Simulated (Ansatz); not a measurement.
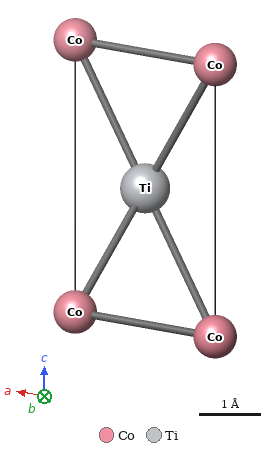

Crystalline TiCo (built on the CuPt (L1 type), before the relaxation. The picture is a ball-and-stick view of the reduced cell, seen along the b axis. Lengths and directions refer to the drawn axes.

Method: Ansatz 0.2.0, DFT r2SCAN, scalar-relativistic, plane waves, PAW.

Input
```yaml
crystal:
  lattice:
    - [1.9297252197, 1.9297252197, 3.8594504394]
    - [1.9297252197, 3.8594504394, 1.9297252197]
    - [3.8594504394, 1.9297252197, 1.9297252197]
  atoms:
    - { symbol: Co, position: [0.0, 0.0, 0.0], spin: 1.85 }
    - { symbol: Ti, position: [0.5, 0.5, 0.5], spin: -0.27 }
basis:
  ecutwfc: 500
kpoints:
  mp_grid: { grid: [18, 18, 18] }
hamiltonian:
  xc: r2scan
scf:
  occupations: { method: gaussian, width: 0.1 }
output:
  forces: true
  stress: true
  eigenvalues: true
  populations: true
  write_density: true
  write_potential: true
  elf: true
  volumetric_format: npy
magnetization:
  spin_polarized: true
relax:
  adjacent_minimum: "off"
  f_tol: 0.01
  max_steps: 80
  cell: { stress_tol: 0.05 }
```

Run as
```bash
ansatz run input.yaml --threads 1 --pin off --max-ram 2560MiB --backend cpu --events-out ev --progress --plain --runs-dir out
```

Q: Where does the relaxation end?

A: The atoms keep their places relative to the cell (all moves are under 0.005 Å). The drawn cell changes as follows: a = b 2.729 → 2.849 Å (+4.4 %), c 4.727 → 4.203 Å (−11.1 %), α 73.2° → 70.2°, β 73.2° → 70.2°; the volume changes by −5.4 %. Among the contacts that change: Co1–Ti2 2.729 → 2.539 Å, Co1–Co1 2.729 → 2.849 Å, Ti2–Ti2 2.729 → 2.849 Å. The space group stays R-3m (No. 166). After 6 accepted moves (8 points after the start) the energy has fallen by 0.177 eV per cell of the calculation. All forces vanish by symmetry, so only the cell relaxes. The pressure goes from −6.18 to 0.00 GPa. The SCF was repeated twice at an unchanged geometry on a basis and grid sized afresh for the cell, which shifted the energy by less than 0.05 meV per cell of the calculation at most. Cost: 10 min on 1 thread of Intel(R) Xeon(R) 6975P-C (Granite Rapids), with other jobs on the host, peak memory 1 GiB.

Final geometry:

```xyz
2
Lattice="1.5616 1.5616 3.5763 1.5616 3.5763 1.5616 3.5763 1.5616 1.5616" Properties=species:S:1:pos:R:3 pbc="T T T"
Co    0.0000    0.0000    0.0000
Ti    3.3498    3.3498    3.3498
```

The end point in the same view:

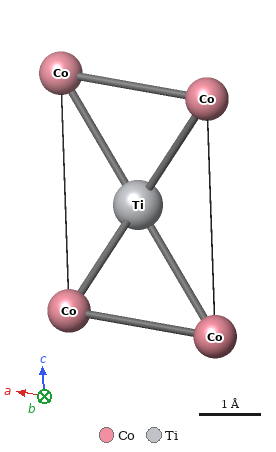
